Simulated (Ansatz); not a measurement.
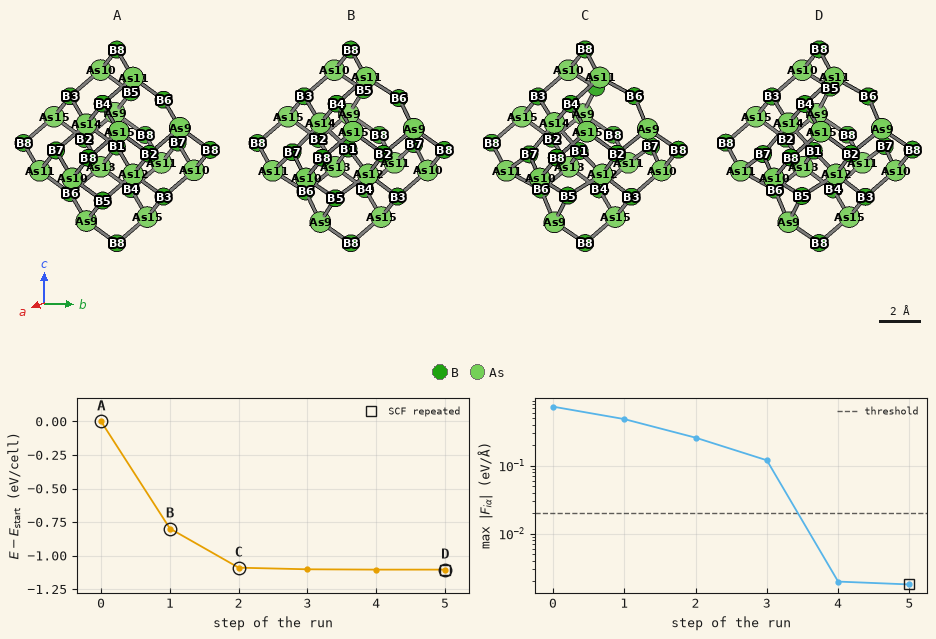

Frames of a relaxation of a defect cell of composition B8As7 (cell charge +3), marked on the history of the run. A ball-and-stick model of the atoms within 5.0 Å of the atom that moves most (axes of the conventional cell (4 times the calculation's cell) (origin shifted)), seen slightly off an axis. Lengths and directions refer to the drawn axes.

Case: As vacancy, atoms relaxed.

Method: Ansatz 0.2.0, DFT PBEsol, scalar-relativistic, plane waves, PAW.

Input
```yaml
crystal:
  lattice:
    - [0.0, 4.7678758052, -4.7678758052]
    - [4.7678758052, 4.7678758052, 0.0]
    - [4.7678758052, 0.0, -4.7678758052]
  atoms:
    - { symbol: B, position: [0.0, 0.0, 0.5] }
    - { symbol: B, position: [0.0, 0.5, 0.5] }
    - { symbol: B, position: [0.5, 0.0, 0.5] }
    - { symbol: B, position: [0.5, 0.5, 0.5] }
    - { symbol: B, position: [0.0, 0.0, 1.0] }
    - { symbol: B, position: [0.0, 0.5, 1.0] }
    - { symbol: B, position: [0.5, 0.0, 1.0] }
    - { symbol: B, position: [0.5, 0.5, 1.0] }
    - { symbol: As, position: [0.125, 0.625, 0.125] }
    - { symbol: As, position: [0.625, 0.125, 0.125] }
    - { symbol: As, position: [0.625, 0.625, 0.125] }
    - { symbol: As, position: [0.125, 0.125, 0.625] }
    - { symbol: As, position: [0.125, 0.625, 0.625] }
    - { symbol: As, position: [0.625, 0.125, 0.625] }
    - { symbol: As, position: [0.625, 0.625, 0.625] }
total_charge: 3
basis:
  ecutwfc: 420
kpoints:
  mp_grid: { grid: [4, 4, 4] }
hamiltonian:
  xc: pbesol
scf:
  occupations: { method: gaussian, width: 0.05 }
output:
  forces: true
  stress: true
  eigenvalues: true
relax:
  adjacent_minimum: "off"
  f_tol: 0.02
  max_steps: 50
```

Run as
```bash
ansatz run input.yaml --threads 4 --pin off --max-ram 9216MiB --backend cpu --events-out ev --progress --plain --runs-dir out
```

**Describe the path.**

The energy falls by 1.104 eV per cell of the calculation in 4 accepted moves (5 points after the start). The largest force component goes from 0.74 to 0.0018 eV/Å. 1 step only repeated the SCF at the same geometry. The largest moves, 0.34 Å, are those of B1, B5, B6 and B7. B1 goes along [1 −1 −1]. Largest moves by element: B 0.34 Å, As 0.05 Å. The lattice vectors keep their values. Some distances before and after: B1–As12 2.065 → 2.015 Å, B2–As12 2.065 → 2.042 Å. Among the angles between lasting bonds that change: B1–As14–B7 109.5° → 88.6°, As9–B5–As10 109.5° → 117.6°, B1–As14–B3 109.5° → 113.3°. Cost: 17 s on 4 threads of Arm Neoverse V2, on a shared host, peak memory 0.69 GiB. From step 0 to 1: B atoms move most (0.17 Å), energy −0.798 eV per cell of the calculation. From step 1 to 2: B atoms move most (0.19 Å), energy −0.292 eV per cell of the calculation. From step 2 to 5: B atoms move most (0.02 Å), energy −14.4 meV per cell of the calculation.

Limits of the set-up: the periodic images lie only 6.7 Å apart, so the values are limited by the cell's size; the cell is charged, on a uniform background, and energies carry no finite-size correction.
